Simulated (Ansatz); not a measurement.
```xyz
34
Lattice="15.9669 0.0000 0.0000 0.0000 3.7927 0.0000 -5.9489 0.0000 7.9522" Properties=species:S:1:pos:R:3 pbc="T T T"
Li    4.7155    1.8963    1.9141
Li   12.6988    0.0000    1.9141
Li   -2.6808    0.0000    6.0381
Li    5.3025    1.8963    6.0381
Nb    0.4756    1.8963    6.7884
Nb    8.4591    0.0000    6.7884
Nb    2.4892    0.0000    4.5982
Nb   10.4727    1.8963    4.5982
Nb   -0.4546    1.8963    3.3540
Nb    7.5289    0.0000    3.3540
Nb    1.5590    0.0000    1.1637
Nb    9.5424    1.8963    1.1637
O     1.8455    1.8963    4.7016
O     9.8290    0.0000    4.7016
O     1.1440    1.8963    1.7355
O     9.1275    0.0000    1.7355
O     5.1386    1.8963    0.0472
O    13.1221    0.0000    0.0472
O    -0.9429    1.8963    5.1789
O     7.0406    0.0000    5.1789
O    -3.9215    1.8963    5.4608
O     4.0620    0.0000    5.4608
O     5.9559    0.0000    2.4913
O    13.9394    1.8963    2.4913
O     2.9774    0.0000    2.7733
O    10.9609    1.8963    2.7733
O     0.0000    0.0000    0.0000
O     7.9835    1.8963    0.0000
O    -3.1040    0.0000    7.9050
O     4.8794    1.8963    7.9050
O     0.8906    0.0000    6.2167
O     8.8740    1.8963    6.2167
O     0.1891    0.0000    3.2506
O     8.1726    1.8963    3.2506
```

Space group C2/m; a structure from a database of computed crystals, not necessarily the ambient phase; not relaxed (largest force 1.5 eV/Å); computed pressure about −8 GPa in this cell.

These are results of DFT, r2SCAN, plane-wave PAW, default files, scalar-relativistic, frozen cores in Ansatz 0.2.0, not measurements.

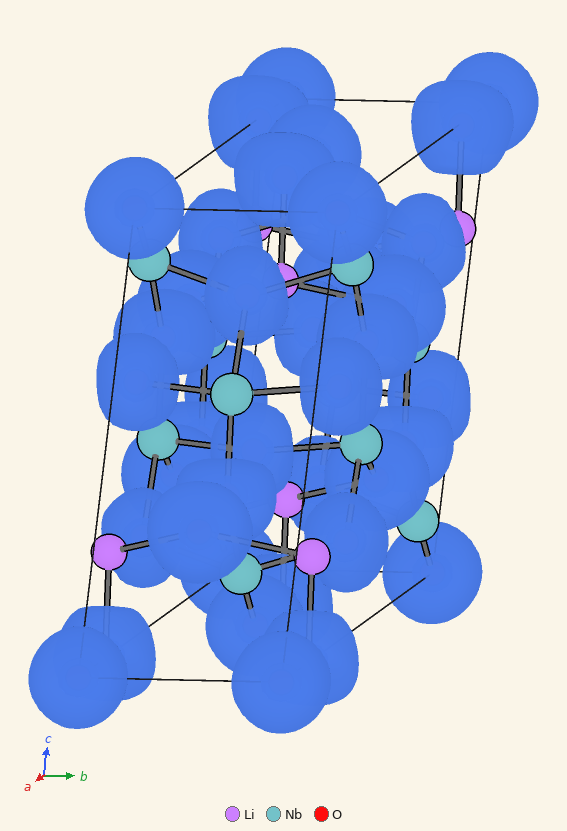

Li$_{2}$Nb$_{4}$O$_{11}$. Isosurface of the ELF at 0.7 (blue), seen slightly off an axis. Only the valence region is drawn (cores and ρ < 0.01 e/Å³ removed). Sticks mark near contacts.

In a PAW calculation such maps are meaningful between the atoms, not at the nuclei.

**What do the ELF domains correspond to?**

At this value the surface marks out 22 regions wrapped around O (the valence shell of each), counted in one cell of 34 atoms. Any copies at cell faces, edges or corners count once. Along the contacts the grid gives the following. Nb–O (1.77 Å): the ELF peaks at about 0.75 in the valence shell of O, 0.5 Å from its nucleus, and drops to about 0.35 between the two atoms. Li–O (1.91 Å): the ELF peaks at about 0.85 in the valence shell of O, 0.6 Å from its nucleus, and falls to about 0 next to Li: a closed-shell, largely ionic contact.
